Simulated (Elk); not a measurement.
# CdS (Greenockite): optical spectrum from first principles

Wanted: where CdS (Greenockite) starts to absorb, how strongly, and its refractive index. The cell comes from an older database entry, whose edges can differ from later determinations, mostly by under a per cent.

Program: Elk 11.2.3 (patched build). Level of theory: DFT, PBE, all-electron APW+lo, Dirac cores, scalar-relativistic bands, independent-particle optical response without local fields. Results are calculated unless marked as measured.

The database entry behind the starting cell differs from later determinations by our own check (about 0.35 % long), so it need not match the best structure at ambient conditions.

### Step 1. The starting structure

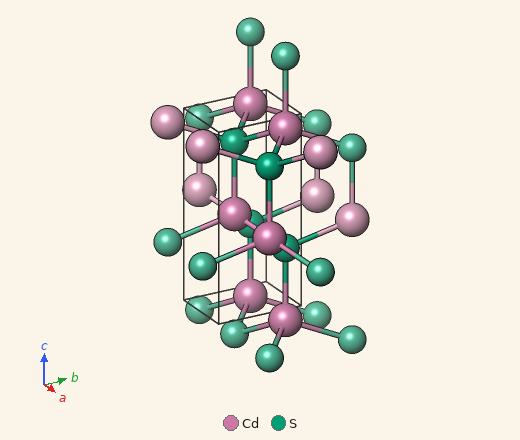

The starting structure, seen slightly off an axis (cadmium pink, sulfur teal). 2×1×1 cells are drawn. Some periodic images of atoms are drawn too.

### Step 2. Ground state

First the ground state: is it a metal or has it a gap?

This step: DFT, PBE, all-electron APW+lo, Dirac cores, scalar-relativistic bands, ground state (Elk 11.2.3 (patched build)).

File elk.in:

```
tasks
  0
  120

xctype
  20

nempty
  14

lorbcnd
  .true.

rgkmax
  7.0

swidth
  0.0018375

maxscl
  100

epsengy
  1e-05

sppath
  './'

avec
  7.842363417191 0.000000000000 0.000000000000
  -3.921181708595 6.791685944997 0.000000000000
  0.000000000000 0.000000000000 12.731084901604

atoms
  2
  'Cd.in'
  2
  0.666666666667 0.333333333333 0.500000000000   0.000 0.000 0.000
  0.333333333333 0.666666666667 0.000000000000   0.000 0.000 0.000
  'S.in'
  2
  0.666666666667 0.333333333333 0.875000000000   0.000 0.000 0.000
  0.333333333333 0.666666666667 0.375000000000   0.000 0.000 0.000

ngridk
  9 9 5
```

Started as:

```
OMP_NUM_THREADS=4 elk
```

Numbers of over 12 decimals in the logs are rounded to 6 here.

What it wrote:

```text
┌─────────────────────────┐
│ Elk code version 11.2.3 │
└─────────────────────────┘

All units are atomic (Hartree, Bohr, etc.)

┌─────────────────────────────────────────────────┐
│ Ground-state run starting from atomic densities │
└─────────────────────────────────────────────────┘

Lattice vectors :
   7.842363417       0.000000000       0.000000000
  -3.921181709       6.791685945       0.000000000
   0.000000000       0.000000000       12.73108490

Reciprocal lattice vectors :
  0.8011851750      0.4625644765      -0.000000000
   0.000000000      0.9251289530       0.000000000
   0.000000000      -0.000000000      0.4935310192

Unit cell volume      :    678.0941124
Brillouin zone volume :   0.3658049951

Muffin-tin inner radius fraction :   0.1000000000E-01

Nuclei treated as point charges

Species : 1 (Cd)
 parameters loaded from : Cd.in
 name : cadmium
 nuclear charge    :   -48.00000000
 electronic charge :    48.00000000
 atomic mass :    204912.7176
 muffin-tin radius :    2.558918287
 number of radial points in muffin-tin :   1193
 inner part over the whole radius :   0.9884945642E-02
 number on inner part of muffin-tin    :    849
 approximate nuclear radius :   0.8708852602E-04
 number of mesh points to nuclear radius :    426
 atomic positions (lattice), magnetic fields (Cartesian) :
  1 :   0.00000000  0.00000000  0.00000000    0.00000000  0.00000000  0.00000000
  2 :   0.66666667  0.33333333  0.50000000    0.00000000  0.00000000  0.00000000

Species : 2 (S)
 parameters loaded from : S.in
 name : sulphur
 nuclear charge    :   -16.00000000
 electronic charge :    16.00000000
 atomic mass :    58450.91931
 muffin-tin radius :    2.165238551
 number of radial points in muffin-tin :    793
 inner part over the whole radius :   0.9938206718E-02
 number on inner part of muffin-tin    :    554
 approximate nuclear radius :   0.6195814986E-04
 number of mesh points to nuclear radius :    251
 atomic positions (lattice), magnetic fields (Cartesian) :
  1 :   0.00000000  0.00000000  0.37500000    0.00000000  0.00000000  0.00000000
  2 :   0.66666667  0.33333333  0.87500000    0.00000000  0.00000000  0.00000000

Total number of atoms per unit cell :    4
Total muffin-tin volume :    225.4168510
 ratio of muffin-tin to unit cell volume :   0.3324270877

Spin treatment :
 spin-unpolarised

Number of Bravais lattice symmetries :   24
Number of crystal symmetries         :   12
Crystal has no inversion symmetry
Complex Hermitian eigensolver will be used

k-point grid :      9     9     5
k-point offset :    0.000000000       0.000000000       0.000000000
k-point set is reduced with full crystal symmetry group
Total number of k-points :       60

Muffin-tin radius times maximum |G+k| :    7.000000000
 using average radius
Maximum |G+k| for APW functions       :    2.963491789
Maximum (1/2)|G+k|²                   :    4.391141792
Maximum |G| for potential and density :    12.00000000
Constant for pseudocharge density :    8
 order of it for each species :   15  15
 order of it for pair densities of each species (exact exchange by exxq0 0: 15) :   11   7
Radial integration step length :    1

G-vector grid sizes :     30    30    49
Number of G-vectors :    19795

Maximum angular momentum used for
 APW functions            :    8
 outer part of muffin-tin :    6
 inner part of muffin-tin :    2

Total nuclear charge    :   -128.0000000
Total core charge       :    80.00000000
Total valence charge    :    48.00000000
Total excess charge     :    0.000000000
Total electronic charge :    128.0000000

Effective Wigner radius, rₛ :    1.081426809

Number of empty states         :     56
Total number of valence states :     81
Total number of core states    :     80

Conduction state local-orbitals added automatically
Third-order local-orbitals added for an l without core states : F
Total number of local-orbitals :    240

Exchange-correlation functional :     20     0     0
 Perdew-Burke-Ernzerhof, Phys. Rev. Lett. 77, 3865 (1996)
 gradient requirement :    1
 generalised gradient approximation (GGA)

Smearing type :    3
 Fermi-Dirac
Smearing width :   0.1837500000E-02
Effective electronic temperature (K) :    580.2366081

Mixing type :    3
 Broyden mixing, J. Phys. A: Math. Gen. 17, L317 (1984)

Kohn-Sham potential initialised from atomic data

┌──────────────────────────────┐
│ Self-consistent loop started │
└──────────────────────────────┘

┌─────────────────┐
│ Loop number : 1 │
└─────────────────┘

Energies :
 Fermi                       :     0.40911474723316E-02
 sum of occupied eigenvalues :     -7184.2732122913
 electron kinetic            :      12534.890500377
 core electron kinetic       :      12139.426761572
 Coulomb                     :     -24165.284325392
 Coulomb potential           :     -19244.798997986
 nuclear-nuclear             :     -1170.4860311754
 electron-nuclear            :     -26768.328359310
 Hartree                     :      3773.5300650939
 Madelung                    :     -14542.884826399
 xc potential                :     -474.36471468220
 exchange                    :     -354.43076258533
 correlation                 :     -6.396043
 electron entropic           :    -0.92840307331506E-11
 total energy                :     -11991.220630745

Density of states at Fermi energy :   0.1335386297E-06
 (states/Hartree/unit cell)

Estimated indirect band gap :   0.6790554316E-01
 from k-point 1 to k-point 1
Estimated direct band gap   :   0.6790554316E-01
 at k-point 1

Charges :
 core                        :    80.00000000
 valence                     :    48.00000000
 interstitial                :    5.846698735
 muffin-tins (core leakage)
  species : 1 (Cd)
   atom 1                    :    46.37418152     (  0.3161772822E-03)
   atom 2                    :    46.37418152     (  0.3161772822E-03)
  species : 2 (S)
   atom 1                    :    14.70246911     (  0.8666197643E-04)
   atom 2                    :    14.70246911     (  0.8666197643E-04)
 total in muffin-tins        :    122.1533013
 total calculated charge     :    127.9985275
 total charge                :    128.0000000
 error                       :   0.1472511491E-02

┌─────────────────┐
│ Loop number : 2 │
└─────────────────┘

Energies :
 Fermi                       :     0.52860335001288E-02
 sum of occupied eigenvalues :     -7184.2295949598
 electron kinetic            :      12534.465766687
 core electron kinetic       :      12139.062973691
 Coulomb                     :     -24165.351355180
 Coulomb potential           :     -19244.679308452
 nuclear-nuclear             :     -1170.4860311754
 electron-nuclear            :     -26768.578898153
 Hartree                     :      3773.7135741481
 Madelung                    :     -14543.011700954
 xc potential                :     -474.01605319497
 exchange                    :     -354.43336710681
 correlation                 :     -6.396209
 electron entropic           :    -0.10089329634466E-10
 total energy                :     -11991.715164269

Density of states at Fermi energy :   0.1460429239E-06
 (states/Hartree/unit cell)

Estimated indirect band gap :   0.6751651567E-01
 from k-point 1 to k-point 1
Estimated direct band gap   :   0.6751651567E-01
 at k-point 1

Charges :
 core                        :    80.00000000
 valence                     :    48.00000000
 interstitial                :    5.850096625
 muffin-tins (core leakage)
  species : 1 (Cd)
   atom 1                    :    46.37838055     (  0.3158439847E-03)
   atom 2                    :    46.37838055     (  0.3158439847E-03)
  species : 2 (S)
   atom 1                    :    14.69657114     (  0.8673990040E-04)
   atom 2                    :    14.69657114     (  0.8673990040E-04)
 total in muffin-tins        :    122.1499034
 total calculated charge     :    127.9985297
 total charge                :    128.0000000
 error                       :   0.1470268074E-02

RMS change in Kohn-Sham potential (target) :   0.3580546387     (  0.1000000000E-05)
Absolute change in total energy (target)   :   0.4945335239     (  0.1000000000E-04)

[... 13 loops left out ...]

┌──────────────────┐
│ Loop number : 16 │
└──────────────────┘

Energies :
 Fermi                       :     0.117597
 sum of occupied eigenvalues :     -7173.4656864401
 electron kinetic            :      12536.318272124
 core electron kinetic       :      12138.336900432
 Coulomb                     :     -24165.988339399
 Coulomb potential           :     -19239.590246511
 nuclear-nuclear             :     -1170.4860311754
 electron-nuclear            :     -26774.758008612
 Hartree                     :      3779.2557003885
 Madelung                    :     -14546.193216143
 xc potential                :     -470.19371205407
 exchange                    :     -354.44917163472
 correlation                 :     -6.402269
 electron entropic           :    -0.40327236256059E-08
 total energy                :     -11990.521507472

Density of states at Fermi energy :   0.8841463852E-04
 (states/Hartree/unit cell)

Estimated indirect band gap :   0.4362963688E-01
 from k-point 1 to k-point 1
Estimated direct band gap   :   0.4362963688E-01
 at k-point 1

Charges :
 core                        :    80.00000000
 valence                     :    48.00000000
 interstitial                :    5.991132224
 muffin-tins (core leakage)
  species : 1 (Cd)
   atom 1                    :    46.57248712     (  0.3043017795E-03)
   atom 2                    :    46.57248712     (  0.3043017795E-03)
  species : 2 (S)
   atom 1                    :    14.43194677     (  0.8824289628E-04)
   atom 2                    :    14.43194677     (  0.8824289628E-04)
 total in muffin-tins        :    122.0088678
 total calculated charge     :    127.9986246
 total charge                :    128.0000000
 error                       :   0.1375388902E-02

RMS change in Kohn-Sham potential (target) :   0.1716020020E-07 (  0.1000000000E-05)
Absolute change in total energy (target)   :   0.9114197383E-05 (  0.1000000000E-04)

Convergence targets achieved

┌──────────────────┐
│ Loop number : 17 │
└──────────────────┘

Energies :
 Fermi                       :     0.117597
 sum of occupied eigenvalues :     -7173.4656863251
 electron kinetic            :      12536.318272474
 core electron kinetic       :      12138.336900645
 Coulomb                     :     -24165.988339285
 Coulomb potential           :     -19239.590246557
 nuclear-nuclear             :     -1170.4860311754
 electron-nuclear            :     -26774.758008316
 Hartree                     :      3779.2557002074
 Madelung                    :     -14546.193216006
 xc potential                :     -470.19371224190
 exchange                    :     -354.44917162359
 correlation                 :     -6.402269
 electron entropic           :    -0.40327294702734E-08
 total energy                :     -11990.521506998

Density of states at Fermi energy :   0.8841477716E-04
 (states/Hartree/unit cell)

Estimated indirect band gap :   0.4362963111E-01
 from k-point 1 to k-point 1
Estimated direct band gap   :   0.4362963111E-01
 at k-point 1

Charges :
 core                        :    80.00000000
 valence                     :    48.00000000
 interstitial                :    5.991132230
 muffin-tins (core leakage)
  species : 1 (Cd)
   atom 1                    :    46.57248711     (  0.3043017795E-03)
   atom 2                    :    46.57248711     (  0.3043017795E-03)
  species : 2 (S)
   atom 1                    :    14.43194677     (  0.8824289823E-04)
   atom 2                    :    14.43194677     (  0.8824289823E-04)
 total in muffin-tins        :    122.0088678
 total calculated charge     :    127.9986246
 total charge                :    128.0000000
 error                       :   0.1375388919E-02

┌──────────────────────────────┐
│ Self-consistent loop stopped │
└──────────────────────────────┘

Warning : core states of species 1 leak from the muffin-tin :   0.3043017795E-03

Wrote STATE.OUT
```

The job ended after 58 s (4 threads of Arm Neoverse V2, shared host; peak memory 0.24 GiB; 3.7 min of CPU time).

Numbers from this step:

| Item | Value |
| --- | --- |
| total energy | -11991 Ha |
| Fermi energy | 3.200 eV |
| DOS at the Fermi level | 3.25e-6 states/eV/cell |
| gap on the k-mesh | 1.187 eV |
| direct gap on the mesh | 1.187 eV |

There is a gap, 1.19 eV on this mesh (points off the mesh can give less), so no carriers' term is needed.

### Step 3. Independent particles

The spectrum is a sum over vertical transitions between filled and empty bands at the fixed density, so many empty bands are needed.

This step: DFT, PBE, all-electron APW+lo, Dirac cores, scalar-relativistic bands, independent-particle optical response without local fields (Elk 11.2.3 (patched build)).

elk.in: that of step 2 with these lines changed.

```diff
@@ -1,4 +1,7 @@
 tasks
-  0
-  120
+  121
+
+optcomp
+  1 1
+  3 3
 
@@ -17,9 +20,7 @@
 swidth
-  0.0018375
+  0.0036749
 
-maxscl
-  100
-
-epsengy
-  1e-05
+wplot
+  400 100 0
+  0.0 0.80849
```

Started as:

```
OMP_NUM_THREADS=4 elk
```

What it wrote:

```text
┌─────────────────────────────────┐
│ Elk code version 11.2.3 started │
└─────────────────────────────────┘

Info(readinput): the functional depends on the density's gradient
 muffin-tin radial points multiplied by    2.00000
 (not where nrmtscf is given)

┌────────────────────┐
│ Current task : 121 │
└────────────────────┘
Info(checkmt): changed muffin-tin radius of species 1 (Cd) from   2.6000 to   2.5589
Info(checkmt): changed muffin-tin radius of species 2 (S) from   2.2000 to   2.1652

Info(findsymcrys): atomic basis shift (lattice) :
  0.3333333333      0.6666666667      0.5000000000
See GEOMETRY.OUT for new atomic positions

Info(dielectric):
 dielectric tensor written to EPSILON_ij.OUT
 optical conductivity written to SIGMA_ij.OUT
 for components
  i = 1, j = 1
  i = 3, j = 3

┌──────────────────┐
│ Elk code stopped │
└──────────────────┘
```

The job ended after 4 s (4 threads; peak memory 0.05 GiB).

Numbers from this step:

* electronic dielectric constant ε∞, mean over x, y and z (by symmetry where fewer were run): 6.353

The Im ε has structure finer than the step of the table below, so its rows give means over 2 eV, whole bins alone (the curve runs from 0 to 21.9 eV). Peaks (eV: height): E ∥ x 1.9: 2.98, 3.4: 4.15, 4.1: 7.48, 5.2: 7.31, 5.6: 7.40, 6.5: 8.26, 7.8: 7.49; E ∥ z 1.2: 2.01, 2.0: 3.83, 3.2: 3.70, 4.1: 7.24, 4.7: 10.8, 6.8: 9.26, 7.9: 8.30.

Sum at mesh points, not converged in k; values under the direct gap are tails of Lorentzian lines. Im ε against photon energy; means over each step:

| photon energy (eV) | E ∥ x | E ∥ z |
| --- | --- | --- |
| 2 | 1.37 | 1.42 |
| 4 | 4.51 | 5.01 |
| 6 | 6.58 | 6.34 |
| 8 | 5.24 | 5.09 |
| 10 | 1.97 | 2.00 |
| 12 | 1.17 | 1.14 |
| 14 | 0.876 | 0.913 |
| 16 | 0.580 | 0.562 |
| 18 | 0.425 | 0.388 |
| 20 | 0.448 | 0.467 |

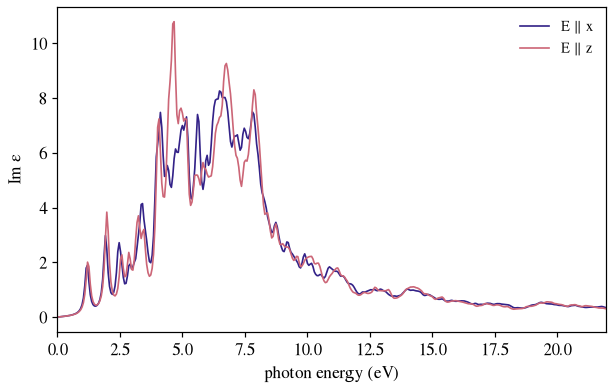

Im ε against photon energy.

The reflectivity at normal incidence has structure finer than the step of the table below, so its rows give means over 1 eV, whole bins alone (the curve runs from 0 to 21.9 eV). Peaks (eV: height): E ∥ x 4.1: 31.3, 5.2: 30.8, 5.7: 30.8, 8.1: 48.0, 8.9: 44.9, 10.3: 38.3, 11.9: 36.2; E ∥ z 1.9: 24.9, 4.0: 32.6, 4.7: 38.4, 7.0: 40.0, 8.2: 52.2, 10.6: 40.8, 11.7: 40.5.

Sum at mesh points, not converged in k. Reflectivity at normal incidence against photon energy; means over each step:

| photon energy (eV) | E ∥ x (%) | E ∥ z (%) |
| --- | --- | --- |
| 1 | 19.6 | 19.9 |
| 2 | 20.8 | 20.6 |
| 3 | 22.2 | 22.2 |
| 4 | 26.2 | 27.1 |
| 5 | 26.9 | 30.4 |
| 6 | 28.3 | 25.7 |
| 7 | 34.1 | 35.1 |
| 8 | 43.0 | 42.4 |
| 9 | 41.2 | 41.1 |
| 10 | 35.5 | 33.9 |
| 11 | 29.5 | 32.1 |
| 12 | 30.3 | 31.9 |
| 13 | 21.4 | 20.4 |
| 14 | 15.3 | 14.6 |
| 15 | 18.2 | 19.7 |
| 16 | 13.5 | 15.5 |
| 17 | 9.60 | 10.2 |
| 18 | 7.56 | 7.09 |
| 19 | 4.01 | 3.31 |
| 20 | 5.04 | 5.04 |
| 21 | 4.12 | 4.52 |

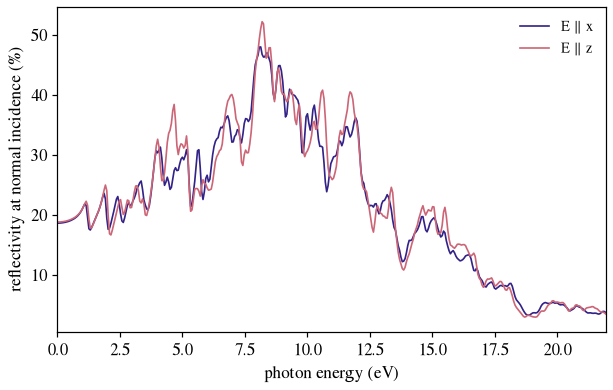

Reflectivity at normal incidence, plotted against photon energy.

The loss function −Im 1/ε at q → 0 has structure finer than the step of the table below, so its rows give means over 1 eV, whole bins alone (the curve runs from 0 to 21.9 eV). Peaks (eV: height): E ∥ x 13.6: 1.31, 16.6: 1.81, 18.2: 1.60, 20.0: 1.13; E ∥ z 13.5: 1.45, 16.7: 2.05, 20.2: 1.14.

Sum at mesh points, not converged in k; values under the direct gap are tails of Lorentzian lines. Loss function −Im 1/ε at q → 0 against energy loss; means over each step:

| energy loss (eV) | E ∥ x | E ∥ z |
| --- | --- | --- |
| 1 | 0.0134 | 0.0133 |
| 2 | 0.0279 | 0.0286 |
| 3 | 0.0412 | 0.0430 |
| 4 | 0.0637 | 0.0457 |
| 5 | 0.103 | 0.121 |
| 6 | 0.112 | 0.124 |
| 7 | 0.142 | 0.143 |
| 8 | 0.154 | 0.149 |
| 9 | 0.268 | 0.273 |
| 10 | 0.412 | 0.398 |
| 11 | 0.539 | 0.526 |
| 12 | 0.806 | 0.840 |
| 13 | 1.06 | 1.05 |
| 14 | 1.09 | 1.05 |
| 15 | 1.35 | 1.30 |
| 16 | 1.61 | 1.74 |
| 17 | 1.57 | 1.69 |
| 18 | 1.42 | 1.40 |
| 19 | 0.926 | 0.824 |
| 20 | 1.08 | 1.05 |
| 21 | 0.974 | 1.03 |

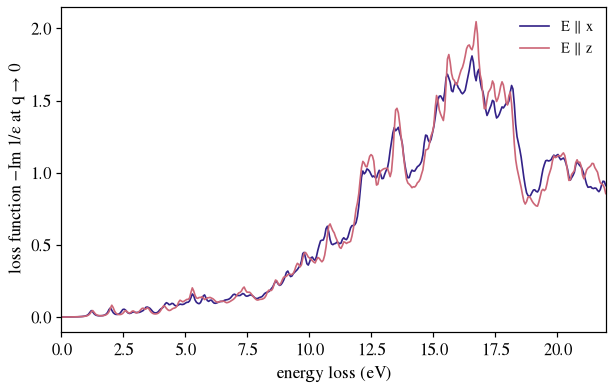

Loss function −Im 1/ε at q → 0 against energy loss.

From ε follow the optical constants at some laser and lamp lines:

| wavelength (nm) | n x | k x | R (%) x | 1/α x | n z | k z | R (%) z | 1/α z |
| --- | --- | --- | --- | --- | --- | --- | --- | --- |
| 1550 | 2.60 | 0.032 | 19.8 | 3.8 µm | 2.61 | 0.029 | 19.9 | 4.2 µm |
| 1064 | 2.65 | 0.342 | 21.2 | 248 nm | 2.74 | 0.273 | 22.1 | 309 nm |
| 800 | 2.58 | 0.079 | 19.6 | 808 nm | 2.58 | 0.085 | 19.6 | 749 nm |
| 633 | 2.54 | 0.528 | 20.7 | 95 nm | 2.78 | 0.625 | 24.4 | 80 nm |
| 532 | 2.74 | 0.240 | 21.9 | 176 nm | 2.58 | 0.155 | 19.7 | 273 nm |
| 450 | 2.64 | 0.238 | 20.7 | 150 nm | 2.70 | 0.288 | 21.6 | 124 nm |
| 365 | 2.72 | 0.761 | 24.6 | 38 nm | 2.66 | 0.572 | 22.5 | 51 nm |

Below the direct gap, k and the depth come from the tails of the Lorentzian lines, not from transitions.

Rows near the edge hang on the gap, which this functional as a rule makes too small, and phonon-assisted absorption is left out.

### Step 4. Summary of results

| Quantity | Value |
| --- | --- |
| electronic dielectric constant ε∞, mean over x, y and z (by symmetry where fewer were run) (independent particles) | 6.35 |

**Reading.** At this level (PBE, independent particles) CdS has a mean ε∞ = 6.35 and n = 2.60 at 1550 nm (E ∥ x). On the mesh the gap is 1.19 eV and the least direct gap 1.19 eV. The static values by axis are 6.33 (x), 6.39 (z). Excitons and phonon-assisted transitions are missing, and so are local fields; PBE gaps are as a rule too small, which pulls the onset down and ε∞ up. The sum runs over mesh points 0.19 Å⁻¹ apart with no interpolation, so peaks are partly noise of the mesh; over so small a direct gap single mesh points weigh heavily, so ε∞, n and their changes from run to run can be far off. Besides steps told in other documents, this task had 3 steps that ran out of time; those not told in a step above aren't shown.

[Machine, clock and banner lines and Python warnings are left out of the logs.]

[Logs are printed without paths, hosts, clocks, repeated set-up lines and the standing remarks that a program may print on its own settings, such as how far it seeks lower states.]

[Hosts, paths, dates, database ids (printed as entryN), source tags and the programs' standing remarks are cut or masked in the printed files.]
